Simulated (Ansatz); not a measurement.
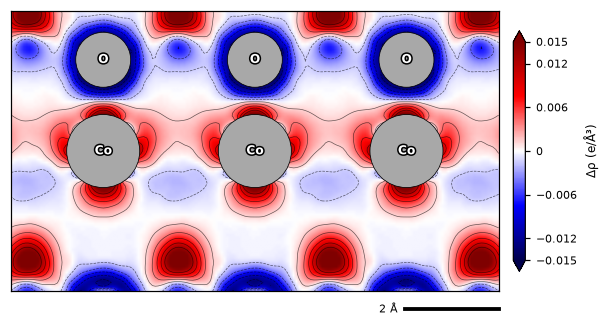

CoO. Difference of the valence pseudo-densities of two functionals at the same geometry, on the (100) plane of the calculation cell: LDA less PBEsol.

Both computed with Ansatz (plane waves, PAW), on the same k-point mesh. Grey discs cover the atomic cores.

Where does the change of functional move the electrons?

Answer. Against PBEsol, LDA gives less density around O (−0.008 e/Å³ on average at 0.7 Å from the nucleus) and a change of +0.006 e/Å³ at the midpoint of Co–O.
